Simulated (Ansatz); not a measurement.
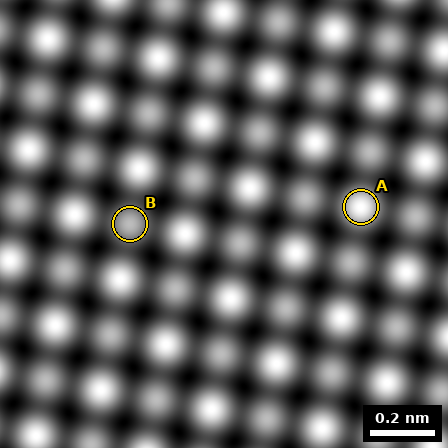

Z-contrast image of NaF (F-43m, No. 216) along [001]. The image is simulated as a sum over atoms of Z^1.7, blurred by a 1.10 Å probe (no channelling). The probe carries 25 % of its weight in a tail 2.5 times as wide. The display is stretched by a gamma of 0.8; percentages refer to the linear signal. Atomic positions: coordinates from a relaxation (final pressure about 1.9 GPa) with DFT r2SCAN+D3(BJ), scalar-relativistic, plane waves, PAW (Ansatz); the starting structure was generated, so it need not be a known form of this composition.

```xyz
8
Lattice="4.9616 0.0000 0.0000 0.0000 4.9616 0.0000 0.0000 0.0000 4.9616" Properties=species:S:1:pos:R:3 pbc="T T T"
Na    0.0000    0.0000    0.0000
F     1.2404    1.2404    3.7212
Na    0.0000    2.4808    2.4808
F     1.2404    3.7212    1.2404
Na    2.4808    0.0000    2.4808
F     3.7212    1.2404    1.2404
Na    2.4808    2.4808    0.0000
F     3.7212    3.7212    3.7212
```

Assign the marked columns.

A: Na (1 Na per 4.96 Å along the beam; the brightest kind). B: F (1 F per 4.96 Å along the beam; about 70 % of the brightest peak). Brightness is counted from the darkest point of the image.
